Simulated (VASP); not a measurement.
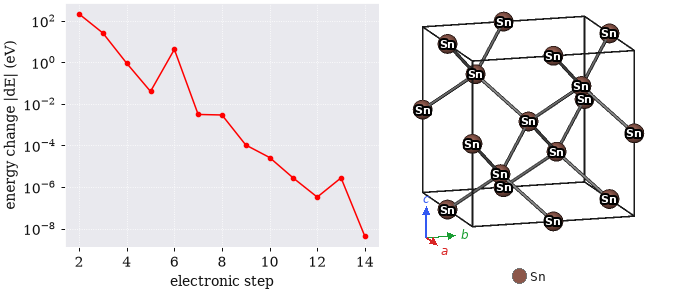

Beside the plot: the structure in its conventional cell.

The plot shows the electronic steps of a calculation: energy change |dE|.

Sn (2 atoms in the cell), run with VASP.

INCAR
```
ENCUT = 520.000000
SIGMA = 0.020000
EDIFF = 1.00e-07
ALGO = Normal
METAGGA = R2SCAN
PREC = Accurate
IBRION = -1
ISIF = 2
ISMEAR = -1
NBANDS = 21
NSW = 0
LASPH = .TRUE.
LCHARG = .FALSE.
LWAVE = .FALSE.
LREAL = .FALSE.
NELMDL = 0
NELM = 87
```

KPOINTS
```
KPOINTS created by Atomic Simulation Environment
0
Gamma
6 6 6
0 0 0
```

POSCAR
```
Sn
 1.0000000000000000
     0.0000000000000000    3.2844597813481733    3.2844597813481733
     3.2844597813481733   -0.0000000000000000    3.2844597813481733
     3.2844597813481733    3.2844597813481733   -0.0000000000000000
 Sn
   2
Cartesian
 -0.0000000000000000 -0.0000000000000000 -0.0000000000000000
  1.6422298906740866  1.6422298906740866  1.6422298906740866
```

Was self-consistency reached?

Answer. Converged, in 14 steps. The energy change falls unevenly and jumps up by a factor of two or more twice on the way down, most sharply at step 6 (by a factor of about 100). The jump at step 6 comes where the charge density, held fixed for the first 5 steps, starts to be updated.

Read the energy change at the first and at the last step drawn.

Answer. It starts near 200 and ends near 4 × 10⁻⁹ eV.
